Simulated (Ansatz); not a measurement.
Run report: Si16H (charge +1), geometry relaxation (part 3 of 3)

The same run, continued: Si16H (defect cell, 17 atoms in the cell, total charge +1); DFT PBE, scalar-relativistic, plane waves, PAW, no spin polarisation (Ansatz 0.2.0); cutoff 420 eV, 2×2×2 k-mesh, Gaussian smearing of 0.05 eV. It belongs to a series of runs on one base structure; here: end point B relaxed.

Geometry of the input (Å; fractional positions):
```
0.0000  5.4300  5.4300
5.4300  0.0000  5.4300
5.4300  5.4300  0.0000
Si 0.0000  0.0000  0.0000
Si 0.1250  0.1250  0.1250
Si -0.0000  0.0000  0.5000
Si 0.1250  0.1250  0.6250
Si -0.0000  0.5000  0.0000
Si 0.1250  0.6250  0.1250
Si -0.0000  0.5000  0.5000
Si 0.1250  0.6250  0.6250
Si 0.5000  -0.0000  0.0000
Si 0.6250  0.1250  0.1250
Si 0.5000  0.0000  0.5000
Si 0.6250  0.1250  0.6250
Si 0.5000  0.5000  0.0000
Si 0.6250  0.6250  0.1250
Si 0.5000  0.5000  0.5000
Si 0.6250  0.6250  0.6250
H  0.3625  0.3808  0.3805
```

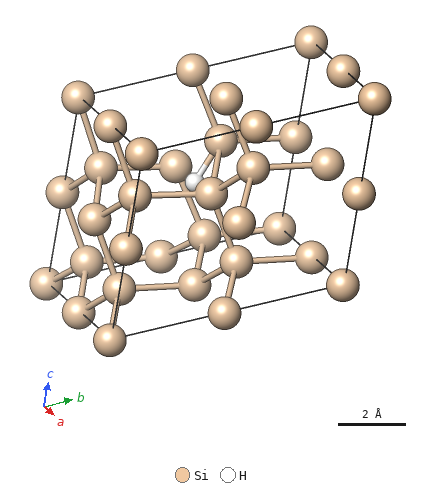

The geometry at step 7 of the log (ball-and-stick view of the cell of the calculation, seen slightly off an axis).

Trajectory as extended XYZ, continued:
```
17
Lattice="0.0000 5.4300 5.4300 5.4300 0.0000 5.4300 5.4300 5.4300 0.0000" Properties=species:S:1:pos:R:3:forces:R:3 step=2 energy=-10191.64885
Si   -0.0086    0.0052    0.0047    0.0452   0.0127   0.0177
Si    1.3502    1.3606    1.3603   -0.0018  -0.0110  -0.0159
Si    2.7046    2.7212    0.0037   -0.0090  -0.0242   0.0458
Si    4.0619    4.0780    1.3562   -0.0744   0.0679  -0.1067
Si    2.7047    0.0041    2.7211   -0.0092   0.0429  -0.0185
Si    4.0619    1.3567    4.0776   -0.0758  -0.1013   0.0643
Si    5.4044    2.7325    2.7320   -0.4008   0.2645   0.2564
Si    6.7796    4.0777    4.0773    0.0449   0.0596   0.0564
Si   -0.0071    2.7184    2.7181    0.0137   0.0220   0.0269
Si    1.3426    4.0770    4.0765   -0.0013  -0.0253  -0.0273
Si    2.7183    5.4223    2.7341   -0.0756   0.1012  -0.0627
Si    4.0624    6.7987    4.0762    0.0227  -0.0195  -0.0360
Si    2.7183    2.7347    5.4220   -0.0735  -0.0498   0.1020
Si    4.0624    4.0766    6.7983    0.0218  -0.0344  -0.0249
Si    5.4025    5.4230    5.4227   -0.1501   0.0616   0.0634
Si    6.7795    6.7907    6.7903    0.1740  -0.1509  -0.1497
H     4.2958    3.9572    3.9649    0.5489  -0.2159  -0.1910
17
Lattice="0.0000 5.4300 5.4300 5.4300 0.0000 5.4300 5.4300 5.4300 0.0000" Properties=species:S:1:pos:R:3:forces:R:3 step=3 energy=-10191.81380
Si   -0.0077    0.0057    0.0046    0.0141  -0.0271  -0.0200
Si    1.3449    1.3616    1.3608   -0.0180   0.0265   0.0224
Si    2.6948    2.7215    0.0031    0.0002  -0.0525  -0.0013
Si    4.0448    4.0901    1.3463   -0.0603   0.0656  -0.0985
Si    2.6950    0.0042    2.7215    0.0043  -0.0017  -0.0442
Si    4.0450    1.3486    4.0890   -0.0723  -0.0834   0.0617
Si    5.3732    2.7436    2.7416   -0.4247   0.2465   0.2261
Si    6.7674    4.0865    4.0856    0.0374   0.0869   0.0780
Si   -0.0094    2.7204    2.7200    0.0015   0.0011   0.0044
Si    1.3415    4.0768    4.0751    0.0177  -0.0002  -0.0020
Si    2.7048    5.4323    2.7289   -0.0927   0.0872  -0.0784
Si    4.0532    6.8027    4.0708   -0.0141   0.0054  -0.0288
Si    2.7049    2.7314    5.4314   -0.0865  -0.0560   0.0930
Si    4.0534    4.0721    6.8022   -0.0215  -0.0302  -0.0020
Si    5.3789    5.4299    5.4290   -0.0629   0.0701   0.0753
Si    6.7647    6.7909    6.7895    0.1311  -0.0804  -0.0895
H     4.4843    3.9163    3.9368    0.6454  -0.2576  -0.1961
17
Lattice="0.0000 5.4300 5.4300 5.4300 0.0000 5.4300 5.4300 5.4300 0.0000" Properties=species:S:1:pos:R:3:forces:R:3 step=4 energy=-10191.95787
Si   -0.0111    0.0040    0.0006   -0.0014  -0.0264  -0.0318
Si    1.3355    1.3627    1.3608   -0.0307   0.0219   0.0200
Si    2.6843    2.7177   -0.0009   -0.0093  -0.0646  -0.0130
Si    4.0275    4.0984    1.3348   -0.0084   0.0291  -0.0196
Si    2.6851    0.0024    2.7176    0.0028  -0.0095  -0.0560
Si    4.0273    1.3414    4.0960   -0.0283  -0.0191   0.0250
Si    5.3457    2.7499    2.7448   -0.3061   0.0277   0.0020
Si    6.7574    4.0945    4.0918   -0.0286   0.0631   0.0477
Si   -0.0151    2.7218    2.7205   -0.0029   0.0064   0.0039
Si    1.3395    4.0769    4.0727    0.0011   0.0087   0.0065
Si    2.6897    5.4403    2.7203   -0.0416   0.0350  -0.0391
Si    4.0428    6.8037    4.0646   -0.0280  -0.0094  -0.0332
Si    2.6901    2.7276    5.4382   -0.0369  -0.0273   0.0337
Si    4.0431    4.0677    6.8030   -0.0328  -0.0324  -0.0116
Si    5.3624    5.4374    5.4358   -0.0207   0.0924   0.0941
Si    6.7517    6.7940    6.7893    0.0190   0.0112   0.0124
H     4.6776    3.8942    3.9462    0.5538  -0.1071  -0.0412
17
Lattice="0.0000 5.4300 5.4300 5.4300 0.0000 5.4300 5.4300 5.4300 0.0000" Properties=species:S:1:pos:R:3:forces:R:3 step=5 energy=-10192.08099
Si   -0.0165    0.0004   -0.0063   -0.0138   0.0115   0.0131
Si    1.3226    1.3632    1.3604   -0.0138  -0.0041  -0.0130
Si    2.6715    2.7098   -0.0086   -0.1043  -0.1110   0.0119
Si    4.0114    4.1033    1.3221    0.0286   0.0466  -0.0196
Si    2.6741   -0.0032    2.7087   -0.0852   0.0130  -0.0747
Si    4.0096    1.3323    4.0985   -0.0168   0.0263   0.0377
Si    5.3069    2.7456    2.7365   -0.1360  -0.2620  -0.3015
Si    6.7379    4.1002    4.0940   -0.0462   0.1183   0.0668
Si   -0.0208    2.7240    2.7217   -0.0275   0.0165   0.0210
Si    1.3380    4.0770    4.0712   -0.0023  -0.0166  -0.0166
Si    2.6796    5.4440    2.7137   -0.0699  -0.0036  -0.0159
Si    4.0348    6.8015    4.0585    0.0330   0.0019  -0.0254
Si    2.6797    2.7235    5.4410   -0.0532   0.0100   0.0141
Si    4.0349    4.0627    6.8001    0.0048  -0.0382  -0.0411
Si    5.3540    5.4548    5.4526    0.0043   0.1374   0.1518
Si    6.7447    6.8050    6.7993   -0.0246   0.0902   0.0353
H     4.8709    3.8904    3.9727    0.5238  -0.0363   0.1561
17
Lattice="0.0000 5.4300 5.4300 5.4300 0.0000 5.4300 5.4300 5.4300 0.0000" Properties=species:S:1:pos:R:3:forces:R:3 step=6 energy=-10192.22217
Si   -0.0288    0.0006   -0.0142   -0.0260  -0.0144  -0.0174
Si    1.3012    1.3630    1.3579   -0.0381   0.0369  -0.0057
Si    2.6509    2.6949   -0.0139   -0.0997  -0.1424   0.0293
Si    3.9979    4.1037    1.3087   -0.0191   0.1166   0.0341
Si    2.6579   -0.0027    2.6930   -0.1254   0.0348  -0.1778
Si    3.9924    1.3310    4.0946    0.0048   0.0143   0.0773
Si    5.2831    2.7245    2.7078   -0.2013  -0.4338  -0.3874
Si    6.7269    4.1114    4.0967    0.1643   0.2030   0.2866
Si   -0.0327    2.7281    2.7222   -0.0459  -0.0298   0.0031
Si    1.3296    4.0785    4.0670   -0.0222   0.0436  -0.0101
Si    2.6699    5.4433    2.7089   -0.0375  -0.0853   0.0132
Si    4.0302    6.7980    4.0552    0.0364   0.0395  -0.0171
Si    2.6699    2.7287    5.4369   -0.0757  -0.0409  -0.0845
Si    4.0286    4.0623    6.7924    0.0701   0.0368   0.0493
Si    5.3544    5.4809    5.4769   -0.0687   0.1573   0.1422
Si    6.7492    6.8222    6.8071    0.0807   0.1135   0.1390
H     5.0528    3.8661    4.0387    0.4039  -0.0504  -0.0743
17
Lattice="0.0000 5.4300 5.4300 5.4300 0.0000 5.4300 5.4300 5.4300 0.0000" Properties=species:S:1:pos:R:3:forces:R:3 step=7 energy=-10192.33742
Si   -0.0459   -0.0020   -0.0216    0.0187   0.0220   0.0022
Si    1.2677    1.3704    1.3539   -0.2177  -0.0424  -0.0011
Si    2.6270    2.6668   -0.0045    0.0873   0.1667  -0.1472
Si    3.9777    4.1150    1.3038   -0.0448  -0.1505  -0.0441
Si    2.6273    0.0090    2.6550   -0.0189  -0.1235   0.0741
Si    3.9730    1.3211    4.0963   -0.1295  -0.1086  -0.0815
Si    5.2415    2.6502    2.6374   -0.3279   0.1713   0.1559
Si    6.7434    4.1457    4.1365    1.0110   0.4511   0.4583
Si   -0.0497    2.7286    2.7252    0.0164   0.0977   0.0038
Si    1.3143    4.0854    4.0643   -0.0944  -0.1039   0.0341
Si    2.6637    5.4294    2.7187    0.1252   0.0354   0.1356
Si    4.0283    6.8025    4.0568   -0.0933  -0.0567   0.0513
Si    2.6563    2.7295    5.4217    0.1615   0.2210  -0.0081
Si    4.0315    4.0724    6.7963   -0.1375  -0.0768  -0.0468
Si    5.3485    5.5322    5.5235    0.0443  -0.0115  -0.0740
Si    6.7801    6.8434    6.8366    0.1779  -0.0141   0.0000
H     5.2488    3.8350    4.0362   -0.5780  -0.4773  -0.5122
17
Lattice="0.0000 5.4300 5.4300 5.4300 0.0000 5.4300 5.4300 5.4300 0.0000" Properties=species:S:1:pos:R:3:forces:R:3 step=8 energy=-10192.45755
Si   -0.0978   -0.0083   -0.0335   -0.0600   0.0017  -0.0218
Si    1.1903    1.3682    1.3428    0.1605   0.1132  -0.0061
Si    2.6274    2.6654   -0.0067   -0.1151  -0.3690   0.2275
Si    3.9476    4.0870    1.2974    0.0641   0.2110   0.1834
Si    2.5929   -0.0029    2.6323   -0.1190   0.0923  -0.2616
Si    3.9081    1.2981    4.0690    0.2009   0.1357   0.0229
Si    5.1903    2.6240    2.6136    0.1415   0.0284   0.2878
Si    6.8506    4.2065    4.2099    0.2622   0.5712   0.3944
Si   -0.0889    2.7528    2.7292   -0.0724  -0.1767  -0.0387
Si    1.2757    4.0767    4.0729    0.0757   0.1922  -0.0833
Si    2.6836    5.4224    2.7634   -0.1618  -0.0700  -0.1288
Si    4.0253    6.7955    4.0847    0.2352   0.0006  -0.0112
Si    2.6783    2.7835    5.4061   -0.2295  -0.3505  -0.0720
Si    4.0083    4.0829    6.7758    0.3768   0.2960   0.0802
Si    5.3885    5.5575    5.5458    0.1198  -0.0332   0.0455
Si    6.8400    6.8717    6.8555   -0.1085   0.0994   0.1692
H     5.4133    3.7536    3.9779   -0.7695  -0.7428  -0.7882
17
Lattice="0.0000 5.4300 5.4300 5.4300 0.0000 5.4300 5.4300 5.4300 0.0000" Properties=species:S:1:pos:R:3:forces:R:3 step=9 energy=-10192.62093
Si   -0.1288   -0.0050   -0.0391   -0.0290  -0.0258  -0.0384
Si    1.1550    1.3734    1.3354    0.1965   0.0737   0.0066
Si    2.6244    2.6506    0.0099   -0.0624  -0.1636   0.1145
Si    3.9385    4.0870    1.3145   -0.0030   0.1660   0.0637
Si    2.5673    0.0009    2.6099   -0.0353   0.0101  -0.1026
Si    3.8880    1.3007    4.0511    0.0398   0.0336   0.0680
Si    5.1799    2.6097    2.6074    0.0363  -0.0856   0.0217
Si    6.8806    4.2570    4.2655   -0.2084   0.1822   0.0945
Si   -0.1093    2.7566    2.7290   -0.0334  -0.0843  -0.0189
Si    1.2580    4.0873    4.0696    0.0668   0.1055  -0.0132
Si    2.6820    5.4297    2.7809   -0.0654  -0.0985  -0.0554
Si    4.0429    6.7873    4.1044    0.1038   0.0781  -0.0047
Si    2.6740    2.7967    5.4036   -0.1096  -0.1970  -0.1016
Si    4.0236    4.1109    6.7628    0.1860   0.1672   0.1164
Si    5.4282    5.5890    5.5751   -0.0285  -0.1414  -0.0792
Si    6.8632    6.9034    6.8886   -0.0348   0.0708   0.0802
H     5.4661    3.5995    3.8676   -0.0202  -0.0928  -0.1533
17
Lattice="0.0000 5.4300 5.4300 5.4300 0.0000 5.4300 5.4300 5.4300 0.0000" Properties=species:S:1:pos:R:3:forces:R:3 step=10 energy=-10192.64085
Si   -0.1049    0.0295   -0.0456    0.0011   0.0263  -0.0067
Si    1.2070    1.4041    1.3212   -0.0039  -0.0361   0.0032
Si    2.6577    2.7096    0.0281   -0.0134   0.0760   0.0204
Si    3.9601    4.1608    1.3408    0.0240  -0.0645   0.0045
Si    2.5467   -0.0324    2.5928    0.0103   0.0560   0.0285
Si    3.8628    1.2785    4.0409   -0.0007  -0.0222  -0.0113
Si    5.1379    2.5860    2.5793    0.0284   0.0877   0.1040
Si    6.8470    4.2830    4.2805   -0.0896  -0.1061  -0.0327
Si   -0.0811    2.7564    2.7211    0.0441   0.0584   0.0082
Si    1.2719    4.1025    4.0745   -0.0232  -0.0401  -0.0053
Si    2.6659    5.4644    2.7910   -0.0099   0.0061  -0.0060
Si    4.0394    6.8335    4.0985   -0.0108  -0.0143  -0.0119
Si    2.6577    2.7686    5.4016   -0.0020   0.0115  -0.0064
Si    4.0286    4.0952    6.7646   -0.0202  -0.0430  -0.0042
Si    5.3826    5.5844    5.5557    0.0361   0.0199   0.0143
Si    6.8221    6.8946    6.8796   -0.0161  -0.0133  -0.0295
H     5.5321    3.4159    3.9115    0.0458  -0.0023  -0.0690
17
Lattice="0.0000 5.4300 5.4300 5.4300 0.0000 5.4300 5.4300 5.4300 0.0000" Properties=species:S:1:pos:R:3:forces:R:3 step=11 energy=-10192.64289
Si   -0.1011    0.0264   -0.0399    0.0112  -0.0140   0.0071
Si    1.2072    1.4004    1.3274    0.0050   0.0248   0.0094
Si    2.6518    2.7126    0.0312    0.0136  -0.0312  -0.0134
Si    3.9685    4.1477    1.3430   -0.0360   0.0172  -0.0065
Si    2.5517   -0.0243    2.6040    0.0007  -0.0215  -0.0250
Si    3.8723    1.2774    4.0478   -0.0138   0.0048   0.0091
Si    5.1478    2.5830    2.5871    0.0100   0.0007  -0.0053
Si    6.8392    4.2735    4.2746   -0.0080   0.0286   0.0226
Si   -0.0796    2.7628    2.7210   -0.0214  -0.0177   0.0045
Si    1.2727    4.1021    4.0741    0.0023   0.0033  -0.0178
Si    2.6678    5.4599    2.7842    0.0129   0.0052   0.0091
Si    4.0341    6.8356    4.0954    0.0106   0.0018   0.0037
Si    2.6582    2.7682    5.3986   -0.0020   0.0043   0.0117
Si    4.0218    4.0949    6.7655    0.0240   0.0170   0.0054
Si    5.3806    5.5836    5.5530   -0.0316  -0.0035  -0.0081
Si    6.8232    6.8901    6.8724    0.0100  -0.0173   0.0014
H     5.5172    3.4406    3.8965    0.0124  -0.0024  -0.0079
17
Lattice="0.0000 5.4300 5.4300 5.4300 0.0000 5.4300 5.4300 5.4300 0.0000" Properties=species:S:1:pos:R:3:forces:R:3 step=12 energy=-10192.64333
Si   -0.1014    0.0266   -0.0392   -0.0092   0.0062  -0.0028
Si    1.2077    1.4027    1.3274    0.0018  -0.0107  -0.0067
Si    2.6512    2.7112    0.0273   -0.0043   0.0153   0.0106
Si    3.9625    4.1496    1.3410    0.0138  -0.0057  -0.0013
Si    2.5519   -0.0249    2.6020    0.0004   0.0104   0.0138
Si    3.8706    1.2801    4.0481    0.0082   0.0003  -0.0045
Si    5.1465    2.5841    2.5829   -0.0068  -0.0067   0.0081
Si    6.8401    4.2811    4.2786    0.0017  -0.0090  -0.0088
Si   -0.0805    2.7606    2.7226    0.0089   0.0037  -0.0023
Si    1.2719    4.1012    4.0743    0.0001   0.0028   0.0107
Si    2.6673    5.4599    2.7869   -0.0056  -0.0046  -0.0089
Si    4.0342    6.8350    4.0950   -0.0058   0.0006   0.0007
Si    2.6572    2.7695    5.4024    0.0012  -0.0097  -0.0072
Si    4.0241    4.0947    6.7680   -0.0111  -0.0028  -0.0028
Si    5.3756    5.5843    5.5540    0.0121  -0.0024   0.0021
Si    6.8223    6.8868    6.8728   -0.0048   0.0122   0.0024
H     5.5322    3.4321    3.8919   -0.0008   0.0000  -0.0034
```
